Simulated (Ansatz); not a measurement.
# Run report: Sn, geometry relaxation (part 1 of 2)

- system: Sn (Fd-3m, 2 atoms in the cell)
- method: DFT, PBE, plane waves, PAW, no spin polarisation (Ansatz 0.2.0)

The structure derives from an entry of the Crystallography Open Database. Figures and captions count atoms from 1; the log counts them from 0 in places.

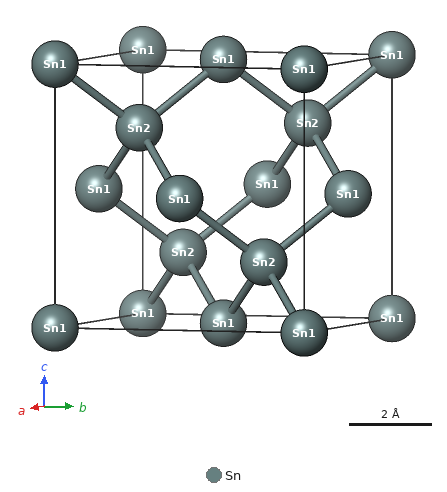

*The starting structure (ball-and-stick view of the cell 4 times as large as that of the calculation, set on its symmetry axes, seen at an oblique angle; atoms are numbered from 1 in the order of the input).*

Key numbers

```json
{"quantity": "outcome", "value": "converged"}
{"quantity": "space group (tolerance 0.01 Å)", "value": "Fd-3m (227)"}
{"quantity": "electrons treated", "value": "28"}
{"quantity": "free energy", "value": "−12046.6475 eV"}
{"quantity": "Fermi energy", "value": "6.663 eV"}
{"quantity": "gap on the k-point mesh", "value": "none (metallic)"}
{"quantity": "pressure", "value": "0.04 GPa"}
{"quantity": "final volume", "value": "75.27 Å³"}
{"quantity": "largest force (length of the vector) at the end", "value": "under 0.001 eV/Å"}
{"quantity": "final cell", "value": "a = 4.739 Å, b = 4.739 Å, c = 4.739 Å, α = 60.00°, β = 60.00°, γ = 60.00°"}
{"quantity": "hardware", "value": "1 thread of Arm Neoverse V1, 24 GiB of memory available, shared host"}
{"quantity": "wall time", "value": "96 s"}
{"quantity": "peak memory", "value": "0.32 GiB"}
```

Notes

These settings are looser than, or depart from, a standard set-up, so the numbers are not reference values for this system. Warnings of the run: the cutoff is below the recommended one.

Input
```yaml
crystal:
  lattice:
    - [0.0, 3.2333428, 3.2333428]
    - [3.2333428, 0.0, 3.2333428]
    - [3.2333428, 3.2333428, 0.0]
  atoms:
    - { symbol: Sn, position: [0.0, 0.0, 0.0] }
    - { symbol: Sn, position: [0.25, 0.25, 0.25] }
basis:
  ecutwfc: 240.0
kpoints:
  mp_grid: { grid: [12, 12, 12] }
hamiltonian:
  xc: pbe
scf:
  occupations: { method: gaussian, width: 0.1 }
output:
  forces: true
  stress: true
  eigenvalues: true
  write_density: true
  write_potential: true
  elf: true
  volumetric_format: npy
relax:
  adjacent_minimum: "off"
  f_tol: 0.005
  max_steps: 80
  cell: { stress_tol: 0.05 }
```

Launch command:
```bash
ansatz run input.yaml --threads 1 --pin off --max-ram 2560MiB --backend cpu --events-out ev --progress --plain --runs-dir out
```

Output
```
Warning: basis.ecutwfc = 240 eV is below the records' recommended 420 eV, and the density's cutoff is lower with it unless basis.ecutrho_ratio is high enough to keep the records' density cutoff: compare with a run at a higher cutoff
Engine: ansatz 0.2.0, aarch64-unknown-linux-gnu
Pseudopotentials: kind: paw
Pseudopotential: Sn, paw, valence charge 14, recommended cutoff 420 eV (normal), Sn.paw.azcp
Functional definition: PBE
  parameter kappa = 0.804
  parameter beta = 0.06672455060314922
  exchange = pbe_x(kappa = kappa, mu = beta*pi^2/3)
  correlation = pbe_c(beta = beta)
Crystal: 2 atoms, lattice volume = 67.606 Å³
Basis set: ecut = 240 eV, 537 PW (Γ), exchange–correlation on 48×48×48 points (8 copies of the dense FFT grid, shifted against one another)
Bands: 18, of which v1, the nominal top of the filled ones, is band 14 counted from 1 (13 counted from 0)
Symmetry: 48 space group operations
Space group: Fd-3m (ITA 227), of the structure as read, at distance tolerance 4.1e-5 Å
k-points: 72 of 1728
Non-local potential: Sn, projectors of the file, l = 0: 2, l = 1: 2, l = 2: 2, l = 3: 2
PAW form: soft (Blöchl's): semilocal exchange-correlation on the pseudo side does not see the compensation charge
PAW one-centre angular grid: Sn, 590 points (default); XC on 64 Gauss nodes
Initial density: superposition of atomic densities (neutral atoms: chi_scale 0, normalization atom), corrected by the library's trained network
Initial wavefunctions: pseudopotential atomic-orbital guess
Functional: x = pbe(κ = 0.804, μ = 0.2195149727645171), c = pbe(β = 0.06672455060314922)
SCF iter   1: F=—  HF=-12046.604225 eV  |F-HF|=—  |Δ(HF+E_count)|=         —  Δρ=1.33e-2  dr2=4.89e-2  ethr=1.77e-3  ⟨swp⟩=5.8  Hψ=6273  notcnv=0
preconditioner: auto → Kerker (q_TF=auto, 2.356 Å⁻¹)  [metal: Δε(μ)=0.040 eV  Ē_g=20.178 eV  σ=0.100 eV  W_gap=0.22  n_scr=14 (ndim 8)  ℏωp=23.9 eV  f_vac=0.099  D(μ)=0.21/eV (n_scr^D=0)]
SCF iter   2: F=—  HF=-12046.567543 eV  |F-HF|=—  |Δ(HF+E_count)|=   3.67e-2  Δρ=5.15e-3  dr2=5.79e-3  ethr=1.75e-4  ⟨swp⟩=2.0  Hψ=3168  notcnv=0
SCF iter   3: F=—  HF=-12046.566768 eV  |F-HF|=—  |Δ(HF+E_count)|=   7.75e-4  Δρ=1.14e-3  dr2=4.61e-4  ethr=2.07e-5  ⟨swp⟩=2.0  Hψ=2304  notcnv=0
SCF iter   4: F=—  HF=-12046.567224 eV  |F-HF|=—  |Δ(HF+E_count)|=   4.56e-4  Δρ=1.91e-4  dr2=5.54e-5  ethr=1.65e-6  ⟨swp⟩=2.0  Hψ=1584  notcnv=0
SCF iter   5: F=—  HF=-12046.567265 eV  |F-HF|=—  |Δ(HF+E_count)|=   4.09e-5  Δρ=7.90e-5  dr2=1.15e-5  ethr=1.98e-7  ⟨swp⟩=2.0  Hψ=1584  notcnv=0
SCF iter   6: F=—  HF=-12046.567276 eV  |F-HF|=—  |Δ(HF+E_count)|=   1.08e-5  Δρ=1.62e-5  dr2=3.21e-7  ethr=4.10e-8  ⟨swp⟩=2.0  Hψ=1585  notcnv=0
SCF iter   7: F=-12046.567277 eV  HF=-12046.567277 eV  |F-HF|=1.20e-8  |Δ(HF+E_count)|=   2.77e-7  Δρ=4.32e-6  dr2=5.89e-9  ethr=3.57e-10  ⟨swp⟩=9.7  Hψ=9246  notcnv=0
SCF 1 converged in 7 iterations: F = -12046.567277 eV  dr2 = 5.89e-9
  greatest PAW one-centre occupation: 1.003 electrons in one spin orbital (limit 2), on the Sn atom at site 1 (counted from 0), in its partial waves of l = 2
relax step   1: F+E_penalty+E_count = -12046.56727657 eV  Δ(F+E_penalty+E_count) = +0.000e0 eV  max|allowed force component| = 4.626e-18 eV/Å  Δτ_max = 0.0000 Å  P = +3.980 GPa  Ω = 67.606 Å³  (7 SCF iters, dr2 threshold 1.00e-7 eV, accepted)
Crystal: 2 atoms, lattice volume = 77.593 Å³
Basis set: ecut = 240 eV, 645 PW (Γ), exchange–correlation on 48×48×48 points (8 copies of the dense FFT grid, shifted against one another)
Initial density: handed on by an earlier stage of this run
Initial wavefunctions: those handed on with the density
iter 1 solved again at ethr=2.46e-4 eV; its pass at ethr=3.10e-3 eV (dr2=6.89e-2 eV) is discarded
SCF iter   1: F=—  HF=-12043.864803 eV  |F-HF|=—  |Δ(HF+E_count)|=         —  Δρ=1.34e-2  dr2=6.64e-2  ethr=2.46e-4  ⟨swp⟩=1.0  Hψ=7716  notcnv=0
preconditioner: auto → none  [metal: Δε(μ)=0.102 eV  Ē_g=19.919 eV  σ=0.100 eV  W_gap=0.45  n_scr=14 (ndim 8)  ℏωp=22.3 eV  f_vac=0.159  D(μ)=0.22/eV (n_scr^D=0)]
SCF iter   2: F=—  HF=-12043.828539 eV  |F-HF|=—  |Δ(HF+E_count)|=   3.63e-2  Δρ=4.53e-3  dr2=6.61e-3  ethr=2.37e-4  ⟨swp⟩=2.0  Hψ=2592  notcnv=0
SCF iter   3: F=—  HF=-12043.828703 eV  |F-HF|=—  |Δ(HF+E_count)|=   1.64e-4  Δρ=1.38e-3  dr2=7.70e-4  ethr=2.36e-5  ⟨swp⟩=2.0  Hψ=1421  notcnv=0
SCF iter   4: F=—  HF=-12043.828939 eV  |F-HF|=—  |Δ(HF+E_count)|=   2.36e-4  Δρ=6.66e-5  dr2=4.72e-6  ethr=2.75e-6  ⟨swp⟩=2.0  Hψ=1453  notcnv=0
SCF iter   5: F=—  HF=-12043.828942 eV  |F-HF|=—  |Δ(HF+E_count)|=   3.23e-6  Δρ=9.72e-6  dr2=8.03e-8  ethr=7.14e-10  ⟨swp⟩=11.2  Hψ=9708  notcnv=0
SCF iter   6: F=-12043.828943 eV  HF=-12043.828943 eV  |F-HF|=2.73e-10  |Δ(HF+E_count)|=   1.71e-7  Δρ=9.39e-7  dr2=4.05e-10  ethr=2.87e-10  ⟨swp⟩=5.9  Hψ=7248  notcnv=0
SCF 2 converged in 6 iterations: F = -12043.828943 eV  dr2 = 4.05e-10
  greatest PAW one-centre occupation: 1.014 electrons in one spin orbital (limit 2), on the Sn atom at site 1 (counted from 0), in its partial waves of l = 2
relax step   2: F+E_penalty+E_count = -12043.82894263 eV  Δ(F+E_penalty+E_count) = +2.738e0 eV  max|allowed force component| = 6.939e-18 eV/Å  Δτ_max = 0.0000 Å  P = -34.997 GPa  Ω = 77.593 Å³  energy of the carried Pulay correction = -1.801e0 eV  (6 SCF iters, dr2 threshold 2.00e-7 eV, rejected (line search))
[... from here on the SCF iterations and repeated set-up lines of each step are left out, up to the last step ...]
SCF 3 converged in 7 iterations: F = -12046.407319 eV  dr2 = 6.21e-12
relax step   3: F+E_penalty+E_count = -12046.40731936 eV  Δ(F+E_penalty+E_count) = +1.600e-1 eV  max|allowed force component| = 1.258e-17 eV/Å  Δτ_max = 0.0000 Å  P = +0.679 GPa  Ω = 68.506 Å³  energy of the carried Pulay correction = -1.731e-1 eV  (7 SCF iters, accepted)
SCF 4 converged in 4 iterations: F = -12046.371846 eV  dr2 = 1.04e-9
relax step   4: F+E_penalty+E_count = -12046.37184584 eV  Δ(F+E_penalty+E_count) = +3.547e-2 eV  max|allowed force component| = 1.388e-17 eV/Å  Δτ_max = 0.0000 Å  P = -0.015 GPa  Ω = 68.694 Å³  energy of the carried Pulay correction = -2.089e-1 eV  (4 SCF iters, dr2 threshold 2.00e-7 eV, accepted)
SCF 5 converged in 6 iterations: F = -12046.598292 eV  dr2 = 2.19e-12
relax step   5: F+E_penalty+E_count = -12046.59829222 eV  Δ(F+E_penalty+E_count) = -2.264e-1 eV  max|allowed force component| = 1.850e-17 eV/Å  Δτ_max = 0.0000 Å  P = +3.183 GPa  Ω = 68.694 Å³  stress off target by 3.18e0 GPa  SCF on the basis re-selected at this cell (its energy is not comparable with the rows above)  (6 SCF iters)
SCF 6 converged in 4 iterations: F = -12046.443417 eV  dr2 = 2.24e-8
relax step   6: F+E_penalty+E_count = -12046.44341701 eV  Δ(F+E_penalty+E_count) = +1.549e-1 eV  max|allowed force component| = 3.469e-17 eV/Å  Δτ_max = 0.0000 Å  P = +1.378 GPa  Ω = 69.562 Å³  energy of the carried Pulay correction = -1.673e-1 eV  (4 SCF iters, dr2 threshold 2.00e-7 eV, accepted)
SCF 7 converged in 5 iterations: F = -12046.312433 eV  dr2 = 3.50e-8
relax step   7: F+E_penalty+E_count = -12046.31243279 eV  Δ(F+E_penalty+E_count) = +1.310e-1 eV  max|allowed force component| = 4.163e-17 eV/Å  Δτ_max = 0.0000 Å  P = -0.057 GPa  Ω = 70.240 Å³  energy of the carried Pulay correction = -3.010e-1 eV  (5 SCF iters, dr2 threshold 2.00e-7 eV, accepted)
SCF 8 converged in 4 iterations: F = -12046.317825 eV  dr2 = 7.33e-10
relax step   8: F+E_penalty+E_count = -12046.31782474 eV  Δ(F+E_penalty+E_count) = -5.392e-3 eV  max|allowed force component| = 1.962e-17 eV/Å  Δτ_max = 0.0000 Å  P = +0.001 GPa  Ω = 70.213 Å³  energy of the carried Pulay correction = -2.957e-1 eV  (4 SCF iters, dr2 threshold 8.02e-9 eV, accepted)
SCF 9 converged in 6 iterations: F = -12046.622727 eV  dr2 = 4.05e-12
relax step   9: F+E_penalty+E_count = -12046.62272654 eV  Δ(F+E_penalty+E_count) = -3.049e-1 eV  max|allowed force component| = 2.313e-17 eV/Å  Δτ_max = 0.0000 Å  P = +2.310 GPa  Ω = 70.213 Å³  stress off target by 2.31e0 GPa  SCF on the basis re-selected at this cell (its energy is not comparable with the rows above)  (6 SCF iters)
SCF 10 converged in 5 iterations: F = -12046.466774 eV  dr2 = 6.68e-8
relax step  10: F+E_penalty+E_count = -12046.46677442 eV  Δ(F+E_penalty+E_count) = +1.560e-1 eV  max|allowed force component| = 1.958e-17 eV/Å  Δτ_max = 0.0000 Å  P = +0.956 GPa  Ω = 71.079 Å³  energy of the carried Pulay correction = -1.648e-1 eV  (5 SCF iters, dr2 threshold 2.00e-7 eV, accepted)
SCF 11 converged in 5 iterations: F = -12046.306919 eV  dr2 = 6.56e-8
relax step  11: F+E_penalty+E_count = -12046.30691878 eV  Δ(F+E_penalty+E_count) = +1.599e-1 eV  max|allowed force component| = 6.014e-17 eV/Å  Δτ_max = 0.0000 Å  P = -0.344 GPa  Ω = 71.898 Å³  energy of the carried Pulay correction = -3.262e-1 eV  (5 SCF iters, dr2 threshold 2.00e-7 eV, accepted)
SCF 12 converged in 4 iterations: F = -12046.350749 eV  dr2 = 1.62e-7
relax step  12: F+E_penalty+E_count = -12046.35074877 eV  Δ(F+E_penalty+E_count) = -4.383e-2 eV  max|allowed force component| = 1.967e-17 eV/Å  Δτ_max = 0.0000 Å  P = +0.006 GPa  Ω = 71.680 Å³  energy of the carried Pulay correction = -2.826e-1 eV  (4 SCF iters, dr2 threshold 2.00e-7 eV, accepted)
SCF 13 converged in 8 iterations: F = -12046.633512 eV  dr2 = 1.10e-12
relax step  13: F+E_penalty+E_count = -12046.63351228 eV  Δ(F+E_penalty+E_count) = -2.828e-1 eV  max|allowed force component| = 2.195e-17 eV/Å  Δτ_max = 0.0000 Å  P = +1.510 GPa  Ω = 71.680 Å³  stress off target by 1.51e0 GPa  SCF on the basis re-selected at this cell (its energy is not comparable with the rows above)  (8 SCF iters)
SCF 14 converged in 5 iterations: F = -12046.461350 eV  dr2 = 8.47e-8
relax step  14: F+E_penalty+E_count = -12046.46135033 eV  Δ(F+E_penalty+E_count) = +1.722e-1 eV  max|allowed force component| = 2.544e-17 eV/Å  Δτ_max = 0.0000 Å  P = +0.135 GPa  Ω = 72.624 Å³  energy of the carried Pulay correction = -1.770e-1 eV  (5 SCF iters, dr2 threshold 2.00e-7 eV, accepted)
SCF 15 converged in 4 iterations: F = -12046.443357 eV  dr2 = 4.21e-8
relax step  15: F+E_penalty+E_count = -12046.44335737 eV  Δ(F+E_penalty+E_count) = +1.799e-2 eV  max|allowed force component| = 2.667e-17 eV/Å  Δτ_max = 0.0000 Å  P = -0.003 GPa  Ω = 72.718 Å³  energy of the carried Pulay correction = -1.951e-1 eV  (4 SCF iters, dr2 threshold 4.56e-8 eV, accepted)
SCF 16 converged in 8 iterations: F = -12046.636230 eV  dr2 = 7.37e-13
relax step  16: F+E_penalty+E_count = -12046.63623010 eV  Δ(F+E_penalty+E_count) = -1.929e-1 eV  max|allowed force component| = 4.163e-17 eV/Å  Δτ_max = 0.0000 Å  P = +1.013 GPa  Ω = 72.718 Å³  stress off target by 1.01e0 GPa  SCF on the basis re-selected at this cell (its energy is not comparable with the rows above)  (8 SCF iters)
SCF 17 converged in 5 iterations: F = -12046.511030 eV  dr2 = 3.81e-8
relax step  17: F+E_penalty+E_count = -12046.51103025 eV  Δ(F+E_penalty+E_count) = +1.252e-1 eV  max|allowed force component| = 4.626e-17 eV/Å  Δτ_max = 0.0000 Å  P = +0.056 GPa  Ω = 73.410 Å³  energy of the carried Pulay correction = -1.275e-1 eV  (5 SCF iters, dr2 threshold 2.00e-7 eV, accepted)
SCF 18 converged in 5 iterations: F = -12046.503410 eV  dr2 = 1.07e-10
relax step  18: F+E_penalty+E_count = -12046.50340966 eV  Δ(F+E_penalty+E_count) = +7.621e-3 eV  max|allowed force component| = 1.619e-17 eV/Å  Δτ_max = 0.0000 Å  P = -0.001 GPa  Ω = 73.450 Å³  energy of the carried Pulay correction = -1.351e-1 eV  (5 SCF iters, dr2 threshold 7.79e-9 eV, accepted)
SCF 19 converged in 8 iterations: F = -12046.652904 eV  dr2 = 3.28e-13
relax step  19: F+E_penalty+E_count = -12046.65290438 eV  Δ(F+E_penalty+E_count) = -1.495e-1 eV  max|allowed force component| = 4.163e-17 eV/Å  Δτ_max = 0.0000 Å  P = +0.699 GPa  Ω = 73.450 Å³  stress off target by 6.99e-1 GPa  SCF on the basis re-selected at this cell (its energy is not comparable with the rows above)  (8 SCF iters)
SCF 20 converged in 5 iterations: F = -12046.562546 eV  dr2 = 2.09e-8
relax step  20: F+E_penalty+E_count = -12046.56254603 eV  Δ(F+E_penalty+E_count) = +9.036e-2 eV  max|allowed force component| = 2.226e-17 eV/Å  Δτ_max = 0.0000 Å  P = +0.026 GPa  Ω = 73.956 Å³  energy of the carried Pulay correction = -9.150e-2 eV  (5 SCF iters, dr2 threshold 2.00e-7 eV, accepted)
SCF 21 converged in 7 iterations: F = -12046.657301 eV  dr2 = 1.94e-11
relax step  21: F+E_penalty+E_count = -12046.65730061 eV  Δ(F+E_penalty+E_count) = -9.475e-2 eV  max|allowed force component| = 2.082e-17 eV/Å  Δτ_max = 0.0000 Å  P = +0.503 GPa  Ω = 73.956 Å³  stress off target by 5.03e-1 GPa  SCF on the basis re-selected at this cell (its energy is not comparable with the rows above)  (7 SCF iters)
SCF 22 converged in 5 iterations: F = -12046.587911 eV  dr2 = 1.22e-8
relax step  22: F+E_penalty+E_count = -12046.58791132 eV  Δ(F+E_penalty+E_count) = +6.939e-2 eV  max|allowed force component| = 1.200e-17 eV/Å  Δτ_max = 0.0000 Å  P = -0.003 GPa  Ω = 74.346 Å³  energy of the carried Pulay correction = -7.000e-2 eV  (5 SCF iters, dr2 threshold 2.00e-7 eV, accepted)
SCF 23 converged in 7 iterations: F = -12046.654766 eV  dr2 = 5.95e-12
relax step  23: F+E_penalty+E_count = -12046.65476636 eV  Δ(F+E_penalty+E_count) = -6.686e-2 eV  max|allowed force component| = 2.082e-17 eV/Å  Δτ_max = 0.0000 Å  P = +0.343 GPa  Ω = 74.346 Å³  stress off target by 3.43e-1 GPa  SCF on the basis re-selected at this cell (its energy is not comparable with the rows above)  (7 SCF iters)
SCF 24 converged in 5 iterations: F = -12046.607596 eV  dr2 = 5.66e-9
relax step  24: F+E_penalty+E_count = -12046.60759559 eV  Δ(F+E_penalty+E_count) = +4.717e-2 eV  max|allowed force component| = 1.619e-17 eV/Å  Δτ_max = 0.0000 Å  P = +0.004 GPa  Ω = 74.613 Å³  energy of the carried Pulay correction = -4.746e-2 eV  (5 SCF iters, dr2 threshold 2.00e-7 eV, accepted)
SCF 25 converged in 7 iterations: F = -12046.667462 eV  dr2 = 6.82e-12
relax step  25: F+E_penalty+E_count = -12046.66746158 eV  Δ(F+E_penalty+E_count) = -5.987e-2 eV  max|allowed force component| = 1.619e-17 eV/Å  Δτ_max = 0.0000 Å  P = +0.253 GPa  Ω = 74.613 Å³  stress off target by 2.53e-1 GPa  SCF on the basis re-selected at this cell (its energy is not comparable with the rows above)  (7 SCF iters)
SCF 26 converged in 4 iterations: F = -12046.632395 eV  dr2 = 1.39e-7
relax step  26: F+E_penalty+E_count = -12046.63239537 eV  Δ(F+E_penalty+E_count) = +3.507e-2 eV  max|allowed force component| = 3.932e-17 eV/Å  Δτ_max = 0.0000 Å  P = +0.002 GPa  Ω = 74.812 Å³  energy of the carried Pulay correction = -3.523e-2 eV  (4 SCF iters, dr2 threshold 1.60e-7 eV, accepted)
SCF 27 converged in 7 iterations: F = -12046.655212 eV  dr2 = 5.51e-13
relax step  27: F+E_penalty+E_count = -12046.65521210 eV  Δ(F+E_penalty+E_count) = -2.282e-2 eV  max|allowed force component| = 2.776e-17 eV/Å  Δτ_max = 0.0000 Å  P = +0.183 GPa  Ω = 74.812 Å³  stress off target by 1.83e-1 GPa  SCF on the basis re-selected at this cell (its energy is not comparable with the rows above)  (7 SCF iters)
SCF 28 converged in 4 iterations: F = -12046.629391 eV  dr2 = 7.51e-8
relax step  28: F+E_penalty+E_count = -12046.62939142 eV  Δ(F+E_penalty+E_count) = +2.582e-2 eV  max|allowed force component| = 1.424e-17 eV/Å  Δτ_max = 0.0000 Å  P = +0.001 GPa  Ω = 74.959 Å³  energy of the carried Pulay correction = -2.590e-2 eV  (4 SCF iters, dr2 threshold 8.39e-8 eV, accepted)
SCF 29 converged in 7 iterations: F = -12046.660079 eV  dr2 = 1.32e-12
relax step  29: F+E_penalty+E_count = -12046.66007886 eV  Δ(F+E_penalty+E_count) = -3.069e-2 eV  max|allowed force component| = 9.613e-18 eV/Å  Δτ_max = 0.0000 Å  P = +0.141 GPa  Ω = 74.959 Å³  stress off target by 1.41e-1 GPa  SCF on the basis re-selected at this cell (its energy is not comparable with the rows above)  (7 SCF iters)
SCF 30 converged in 4 iterations: F = -12046.640188 eV  dr2 = 4.49e-8
relax step  30: F+E_penalty+E_count = -12046.64018794 eV  Δ(F+E_penalty+E_count) = +1.989e-2 eV  max|allowed force component| = 2.212e-17 eV/Å  Δτ_max = 0.0000 Å  P = +0.001 GPa  Ω = 75.072 Å³  energy of the carried Pulay correction = -1.994e-2 eV  (4 SCF iters, dr2 threshold 4.96e-8 eV, accepted)
SCF 31 converged in 6 iterations: F = -12046.654721 eV  dr2 = 1.42e-11
relax step  31: F+E_penalty+E_count = -12046.65472105 eV  Δ(F+E_penalty+E_count) = -1.453e-2 eV  max|allowed force component| = 4.626e-17 eV/Å  Δτ_max = 0.0000 Å  P = +0.106 GPa  Ω = 75.072 Å³  stress off target by 1.06e-1 GPa  SCF on the basis re-selected at this cell (its energy is not comparable with the rows above)  (6 SCF iters)
SCF 32 converged in 4 iterations: F = -12046.639582 eV  dr2 = 2.61e-8
relax step  32: F+E_penalty+E_count = -12046.63958244 eV  Δ(F+E_penalty+E_count) = +1.514e-2 eV  max|allowed force component| = 1.735e-17 eV/Å  Δτ_max = 0.0000 Å  P = +0.000 GPa  Ω = 75.158 Å³  energy of the carried Pulay correction = -1.517e-2 eV  (4 SCF iters, dr2 threshold 2.82e-8 eV, accepted)
SCF 33 converged in 6 iterations: F = -12046.652136 eV  dr2 = 1.23e-11
relax step  33: F+E_penalty+E_count = -12046.65213610 eV  Δ(F+E_penalty+E_count) = -1.255e-2 eV  max|allowed force component| = 3.469e-17 eV/Å  Δτ_max = 0.0000 Å  P = +0.077 GPa  Ω = 75.158 Å³  stress off target by 7.71e-2 GPa  SCF on the basis re-selected at this cell (its energy is not comparable with the rows above)  (6 SCF iters)
SCF 34 converged in 4 iterations: F = -12046.641100 eV  dr2 = 1.40e-8
relax step  34: F+E_penalty+E_count = -12046.64109971 eV  Δ(F+E_penalty+E_count) = +1.104e-2 eV  max|allowed force component| = 1.973e-17 eV/Å  Δτ_max = 0.0000 Å  P = +0.000 GPa  Ω = 75.220 Å³  energy of the carried Pulay correction = -1.105e-2 eV  (4 SCF iters, dr2 threshold 1.49e-8 eV, accepted)
SCF 35 converged in 6 iterations: F = -12046.653298 eV  dr2 = 1.28e-11
relax step  35: F+E_penalty+E_count = -12046.65329751 eV  Δ(F+E_penalty+E_count) = -1.220e-2 eV  max|allowed force component| = 1.156e-17 eV/Å  Δτ_max = 0.0000 Å  P = +0.056 GPa  Ω = 75.220 Å³  stress off target by 5.61e-2 GPa  SCF on the basis re-selected at this cell (its energy is not comparable with the rows above)  (6 SCF iters)
SCF 36 converged in 4 iterations: F = -12046.645244 eV  dr2 = 7.58e-9
relax step  36: F+E_penalty+E_count = -12046.64524389 eV  Δ(F+E_penalty+E_count) = +8.054e-3 eV  max|allowed force component| = 2.313e-17 eV/Å  Δτ_max = 0.0000 Å  P = +0.000 GPa  Ω = 75.266 Å³  energy of the carried Pulay correction = -8.062e-3 eV  (4 SCF iters, dr2 threshold 7.87e-9 eV, accepted)
iter 1 solved again at ethr=6.78e-8 eV; its pass at ethr=3.10e-3 eV (dr2=1.90e-5 eV) is discarded
SCF iter   1: F=—  HF=-12046.647563 eV  |F-HF|=—  |Δ(HF+E_count)|=         —  Δρ=1.28e-5  dr2=4.97e-8  ethr=6.78e-8  ⟨swp⟩=3.1  Hψ=9409  notcnv=0
SCF iter   2: F=—  HF=-12046.647549 eV  |F-HF|=—  |Δ(HF+E_count)|=   1.44e-5  Δρ=4.98e-6  dr2=9.62e-9  ethr=1.77e-10  ⟨swp⟩=2.4  Hψ=2346  notcnv=0
SCF iter   3: F=—  HF=-12046.647549 eV  |F-HF|=—  |Δ(HF+E_count)|=  5.66e-10  Δρ=1.30e-6  dr2=2.68e-9  ethr=3.43e-11  ⟨swp⟩=2.2  Hψ=2302  notcnv=0
SCF iter   4: F=—  HF=-12046.647549 eV  |F-HF|=—  |Δ(HF+E_count)|=   1.74e-9  Δρ=4.69e-7  dr2=3.72e-10  ethr=9.58e-12  ⟨swp⟩=2.0  Hψ=1585  notcnv=0
SCF iter   5: F=—  HF=-12046.647549 eV  |F-HF|=—  |Δ(HF+E_count)|=  3.78e-10  Δρ=1.92e-7  dr2=4.84e-11  ethr=1.33e-12  ⟨swp⟩=2.0  Hψ=1586  notcnv=0
SCF iter   6: F=-12046.647549 eV  HF=-12046.647549 eV  |F-HF|=3.64e-12  |Δ(HF+E_count)|=  6.73e-11  Δρ=3.47e-8  dr2=1.13e-12  ethr=1.00e-12  ⟨swp⟩=5.8  Hψ=5041  notcnv=0
SCF 37 converged in 6 iterations: F = -12046.647549 eV  dr2 = 1.13e-12
relax step  37: F+E_penalty+E_count = -12046.64754856 eV  Δ(F+E_penalty+E_count) = -2.305e-3 eV  max|allowed force component| = 1.995e-17 eV/Å  Δτ_max = 0.0000 Å  P = +0.039 GPa  Ω = 75.266 Å³  stress off target by 3.93e-2 GPa  SCF on the basis re-selected at this cell (its energy is not comparable with the rows above)  (6 SCF iters)
```
